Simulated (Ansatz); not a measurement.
HfN: single-point calculation (part 2 of 2)

HfN (slab, 14 atoms in the cell); DFT PBE, scalar-relativistic, plane waves, PAW, no spin polarisation (Ansatz 0.2.0); cutoff 420 eV, 11×8×1 k-mesh, Gaussian smearing of 0.1 eV. The structure derives from an entry of the Crystallography Open Database. It belongs to a series of runs on one base structure; here: (1 1 0) slab cut from the bulk.

Geometry of the input (Å; fractional positions):
```
3.2158  0.0000  0.0000
0.0000  4.5478  0.0000
0.0000  0.0000  24.6473
Hf 0.5000  0.5000  0.3043
N  0.5000  0.0000  0.3043
Hf 0.0000  0.0000  0.3695
N  0.0000  0.5000  0.3695
Hf 0.5000  0.5000  0.4348
N  0.5000  0.0000  0.4348
Hf 0.0000  0.0000  0.5000
N  0.0000  0.5000  0.5000
Hf 0.5000  0.5000  0.5652
N  0.5000  0.0000  0.5652
Hf 0.0000  0.0000  0.6305
N  0.0000  0.5000  0.6305
Hf 0.5000  0.5000  0.6957
N  0.5000  0.0000  0.6957
```

## The program's output, continued
```
  k-point 0: bands = ["-54.2817", "-54.2817", "-54.1415", "-54.0959", "-54.0856", "-53.8888", "-53.8888", "-23.2702", "-23.2450", "-23.2406", "-23.0802", "-23.0580", "-23.0319", "-22.9582", "-22.8543", "-22.8444", "-22.8067", "-22.7374", "-22.7181", "-22.7149", "-22.6540", "-22.6465", "-22.5866", "-22.5401", "-22.5304", "-22.5160", "-22.3966", "-22.3946", "-8.5055", "-7.8378", "-7.5428", "-7.1340", "-7.1113", "-5.4894", "-5.4714", "-4.2813", "-4.2811", "-4.2698", "-4.2697", "-4.2488", "-4.2488", "-4.2226", "-4.2226", "-4.2054", "-4.2051", "-4.1784", "-4.1784", "-4.1456", "-4.1456", "-4.0862", "-4.0732", "-4.0707", "-4.0572", "-4.0558", "-4.0419", "-4.0413", "-4.0342", "-4.0326", "-4.0270", "-4.0181", "-4.0159", "-4.0113", "-4.0102", "-4.0038", "-4.0014", "-3.9904", "-3.9902", "-3.9869", "-3.9796", "-3.9776", "-3.8360", "-3.8359", "-3.8079", "-3.8076", "-3.8075", "-3.8069", "-3.8060", "-3.8055", "-3.7898", "-3.7895", "-3.7823", "-3.7809", "-3.7525", "-3.7358", "1.4285", "1.6421", "2.5775", "3.0758", "3.1125", "3.1500", "3.1810", "3.2340", "3.4498", "3.8026", "4.0414", "4.2383", "4.2677", "4.7429", "4.8117", "4.9080", "6.0007", "6.0093", "6.1970", "6.4584", "6.6742", "6.9578", "7.6432", "8.1753", "8.5382", "8.6416", "8.6526", "8.8076", "9.1692", "9.2238", "9.5200", "9.6005", "10.1230", "10.2242", "10.2294", "10.6403", "11.1398", "11.1494", "11.1723", "11.2384", "11.2683", "11.5413", "11.7216", "12.1473", "12.2239", "12.2381", "12.2539"]
  k-point 1: bands = ["-54.2816", "-54.2816", "-54.1395", "-54.0956", "-54.0874", "-53.8891", "-53.8891", "-23.2984", "-23.2689", "-23.2415", "-23.1320", "-23.0444", "-23.0162", "-22.9208", "-22.8728", "-22.7977", "-22.7918", "-22.7652", "-22.7335", "-22.7160", "-22.6531", "-22.5932", "-22.5895", "-22.5689", "-22.5380", "-22.5058", "-22.4010", "-22.3992", "-8.3991", "-7.7446", "-7.4982", "-7.0604", "-7.0564", "-5.4280", "-5.4091", "-4.2813", "-4.2810", "-4.2697", "-4.2696", "-4.2459", "-4.2459", "-4.2225", "-4.2225", "-4.2053", "-4.2050", "-4.1683", "-4.1682", "-4.1452", "-4.1452", "-4.0813", "-4.0709", "-4.0670", "-4.0555", "-4.0553", "-4.0412", "-4.0347", "-4.0337", "-4.0319", "-4.0210", "-4.0204", "-4.0168", "-4.0115", "-4.0060", "-4.0047", "-4.0038", "-3.9943", "-3.9863", "-3.9863", "-3.9803", "-3.9724", "-3.8299", "-3.8298", "-3.8073", "-3.8069", "-3.8064", "-3.8062", "-3.8056", "-3.8048", "-3.7896", "-3.7894", "-3.7824", "-3.7810", "-3.7479", "-3.7291", "1.2702", "1.4636", "2.4145", "2.7306", "2.9599", "3.0259", "3.1831", "3.2519", "3.3119", "3.7473", "3.8540", "4.1392", "4.2181", "4.4449", "4.7286", "4.8390", "5.5992", "5.6390", "5.9567", "6.4339", "6.5803", "6.8281", "7.6587", "8.1248", "8.4678", "8.7559", "8.8756", "8.9429", "9.2690", "9.4775", "9.4996", "9.7390", "10.1479", "10.2686", "10.3644", "11.1450", "11.1566", "11.2835", "11.3622", "11.4726", "11.6348", "11.8144", "12.0656", "12.2147", "12.2288", "12.3406", "12.3849"]
  k-point 2: bands = ["-54.2813", "-54.2813", "-54.1340", "-54.0951", "-54.0924", "-53.8900", "-53.8899", "-23.3599", "-23.3148", "-23.2272", "-23.2123", "-23.0265", "-22.9797", "-22.9437", "-22.8313", "-22.7723", "-22.7702", "-22.7571", "-22.7241", "-22.7108", "-22.6503", "-22.6129", "-22.5924", "-22.5736", "-22.5274", "-22.4950", "-22.4116", "-22.4108", "-8.1163", "-7.5013", "-7.4021", "-6.9259", "-6.8732", "-5.2794", "-5.2585", "-4.2812", "-4.2810", "-4.2694", "-4.2694", "-4.2401", "-4.2400", "-4.2224", "-4.2224", "-4.2042", "-4.2039", "-4.1442", "-4.1442", "-4.1377", "-4.1367", "-4.0656", "-4.0647", "-4.0570", "-4.0526", "-4.0508", "-4.0409", "-4.0328", "-4.0295", "-4.0271", "-4.0197", "-4.0137", "-4.0126", "-4.0106", "-4.0077", "-4.0054", "-4.0003", "-3.9982", "-3.9823", "-3.9823", "-3.9821", "-3.9582", "-3.8191", "-3.8189", "-3.8061", "-3.8048", "-3.8046", "-3.8038", "-3.7994", "-3.7976", "-3.7892", "-3.7891", "-3.7825", "-3.7811", "-3.7331", "-3.7063", "0.8743", "1.0315", "1.9669", "2.1321", "2.5293", "2.9103", "2.9978", "3.0333", "3.0649", "3.5577", "3.5675", "3.6224", "3.8261", "4.0993", "4.5569", "4.6707", "4.8602", "4.9175", "5.7936", "6.3876", "6.3954", "6.5951", "7.7042", "7.9891", "8.5220", "8.6436", "9.4141", "9.4660", "9.6914", "9.8240", "9.9807", "10.2100", "10.3089", "10.6672", "10.9885", "11.1403", "11.2724", "11.5675", "11.5839", "11.8213", "11.9182", "12.2720", "12.3064", "12.5187", "12.6063", "12.6257", "12.9429"]
  k-point 29: bands = ["-54.2642", "-54.2642", "-54.1039", "-54.0853", "-54.0761", "-53.8732", "-53.8730", "-23.3860", "-23.3641", "-23.2581", "-23.1960", "-23.1563", "-23.1389", "-23.1357", "-23.0654", "-23.0250", "-22.9615", "-22.9301", "-22.8317", "-22.7734", "-22.7637", "-22.7333", "-22.6026", "-22.5869", "-22.5858", "-22.5769", "-22.5742", "-22.5125", "-7.0578", "-6.9757", "-6.8001", "-6.5981", "-6.5169", "-4.8450", "-4.8428", "-4.2628", "-4.2628", "-4.2600", "-4.2600", "-4.2354", "-4.2354", "-4.2195", "-4.2195", "-4.2049", "-4.2049", "-4.1633", "-4.1632", "-4.0583", "-4.0539", "-4.0509", "-4.0350", "-4.0315", "-4.0280", "-4.0271", "-4.0226", "-4.0185", "-4.0151", "-4.0047", "-4.0043", "-4.0035", "-4.0035", "-3.9968", "-3.9938", "-3.9914", "-3.9912", "-3.9908", "-3.9866", "-3.9517", "-3.9215", "-3.9011", "-3.8222", "-3.8219", "-3.8082", "-3.8068", "-3.8057", "-3.8041", "-3.7951", "-3.7941", "-3.7731", "-3.7729", "-3.7389", "-3.7343", "-3.6386", "-3.6216", "0.2274", "0.3168", "1.1384", "1.3030", "2.2045", "2.2967", "2.6699", "2.7227", "2.7528", "2.7625", "2.7744", "2.9847", "3.0944", "3.0969", "3.1294", "4.0542", "4.1379", "4.4805", "4.4965", "5.3349", "5.3360", "9.1257", "9.1362", "10.0117", "10.0604", "10.0859", "10.0990", "10.6471", "10.7949", "10.8308", "10.8709", "11.1237", "11.2423", "11.4041", "11.4814", "11.6585", "11.8741", "11.9105", "12.2386", "12.2891", "12.3438", "13.1664", "13.2052", "13.8144", "13.8478", "14.1522", "14.2183"]
```

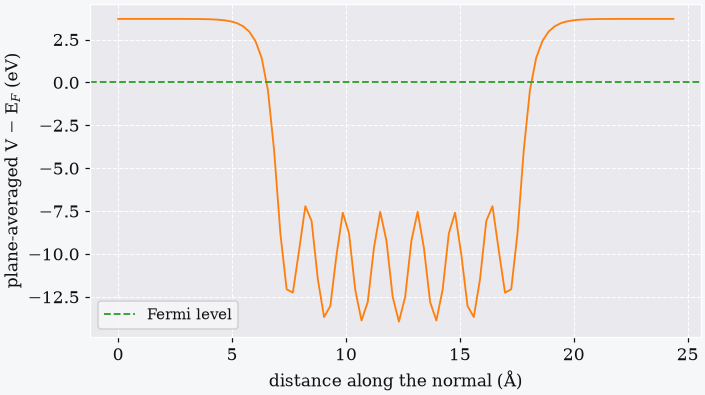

**Figure 1.** Plane average of the electrostatic potential energy of an electron across the cell, from the Fermi level. The vacuum level lies 3.70 eV above the Fermi level.

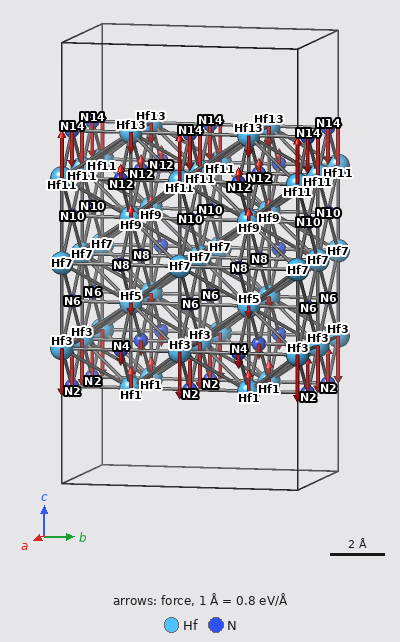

**Figure 2.** Forces on the atoms as red arrows (ball-and-stick view of the 2 × 2 repeat of the cell, with the vacuum cut short, seen slightly off an axis; atoms are numbered from 1 in the order of the input). The largest act on Hf3, Hf11 (1.46 eV/Å); N2, N14 (1.13 eV/Å); Hf1, Hf13 (0.67 eV/Å); N4, N12 (0.48 eV/Å). The geometry is not a stationary point of this energy.

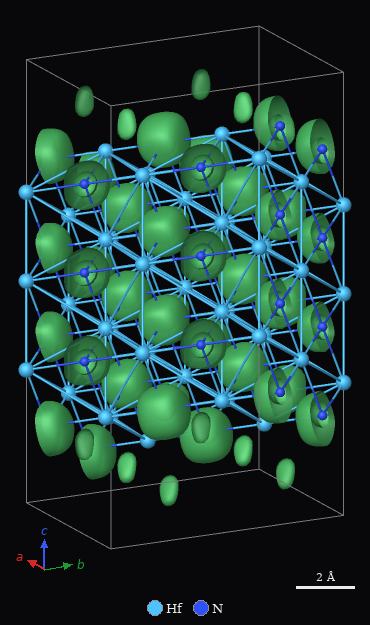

**Figure 3.** Isosurface of the electron localisation function at 0.7 (green), seen at an oblique angle. Only the valence region is drawn (cores and ρ < 0.01 e/Å³ removed). Sticks mark near contacts. Along the contacts the grid gives the following. Hf–N (2.27 Å): the ELF peaks at about 0.80 in the valence shell of N, 0.7 Å from its nucleus, and drops to about 0.15 between the two atoms (a polar contact without a shared pair, in a metal). Hf–Hf (3.22 Å): the ELF is about 0.15 at the midpoint; no localised pair between them. The fields are those of the smooth PAW valence density.

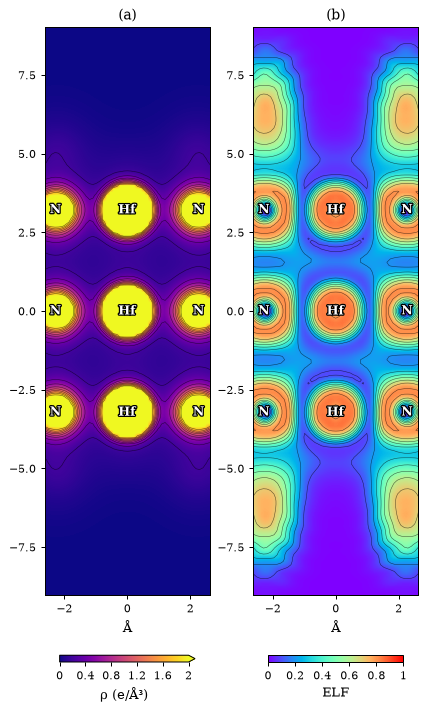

**Figure 4.** (a) valence pseudo-density; (b) ELF on the (100) plane of the calculation cell, a cut from vacuum to vacuum. The section cuts through Hf and N sites. Hf–N (2.27 Å): ρ at the midpoint is about 0.49 e/Å³; the ELF peaks at about 0.80 in the valence shell of N, 0.6 Å from its nucleus, and drops to about 0.15 between the two atoms; no shared pair; the contact is polar. Hf–Hf (3.22 Å): ρ is about 0.18 e/Å³ halfway; the ELF is about 0.15 at the midpoint; no localised pair between them. The density dies away to nearly zero in the vacuum. The strong features right at Hf lie inside the PAW spheres (semicore, d or f shells) and say nothing about bonding.

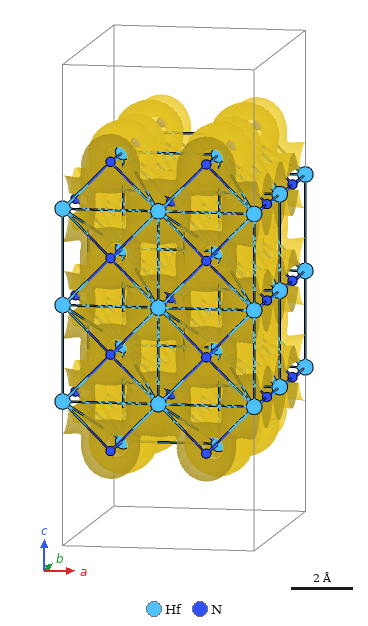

**Figure 5.** Isosurface of the valence pseudo-density at 0.4 e/Å³ (yellow), seen slightly off an axis. Sticks mark near contacts. At this value the density is joined into sheets; it holds about 90 % of the electrons treated as valence (semicore included). It is pinched off along the Hf–Hf (3.22 Å) contacts. On the grid the lowest density along these lines, outside the cores, is 0.48 e/Å³ (Hf–N, 2.27 Å) and 0.18 e/Å³ (Hf–Hf, 3.22 Å).
